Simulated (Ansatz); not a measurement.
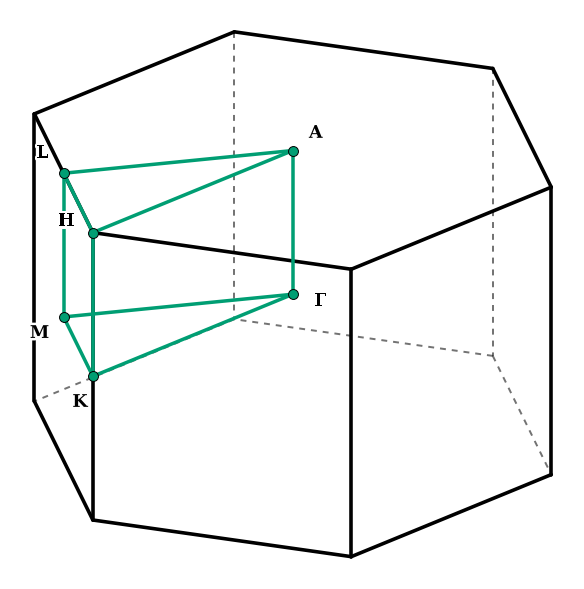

Crystal: AlN, the input geometry of an electronic-structure calculation (not necessarily at equilibrium). The figure shows the first Brillouin zone with its special points and a band path. Geometry calculated from the standardised cell; symmetry tolerance 0.002 Å.

Labels and path follow the convention of Hinuma et al. (2017), as computed by seekpath.

> What lattice type do the shape and the labels point to?

A primitive hexagonal lattice (hP; extended symbol hP2). The zone is a hexagonal prism in its combinatorial type: 8 faces (6 with 4 edges, 2 with 6 edges), 18 edges, 12 vertices.

> Write the standard path through the labelled points.

Γ–M–K–Γ–A–L–H–A | L–M | H–K
